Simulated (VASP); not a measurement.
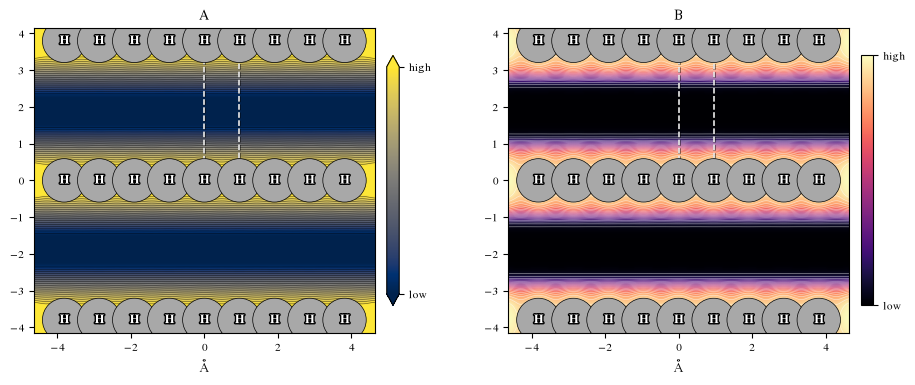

H: 2 fields on the (11̄0) plane of the conventional cell, with unlabelled colour scales. Grey discs cover the atomic cores.

Space group P4/mmm; a structure from a database of computed crystals, not necessarily the ambient phase; computed pressure about 5 GPa in this cell.

The calculation used Kohn-Sham DFT of a periodic cell, PBEsol, VASP PAW PBE potentials, recommended in VASP 6.6.1.

```cif
data_structure
_symmetry_space_group_name_H-M 'P 1'
_symmetry_Int_Tables_number 1
_cell_length_a 2.6859
_cell_length_b 2.6859
_cell_length_c 0.9542
_cell_angle_alpha 90.000
_cell_angle_beta 90.000
_cell_angle_gamma 90.000
_cell_volume 6.88
loop_
_atom_site_label
_atom_site_type_symbol
_atom_site_fract_x
_atom_site_fract_y
_atom_site_fract_z
_atom_site_occupancy
H1 H 0.00000 0.00000 0.50000 1
```

### The panels show electron localisation function and valence pseudo-density in some order. Assign them.

Panel A: valence pseudo-density. Panel B: electron localisation function. From the grid: H–H (0.95 Å): ρ at the midpoint is about 0.97 e/Å³; the ELF is about 0.95 at the midpoint.
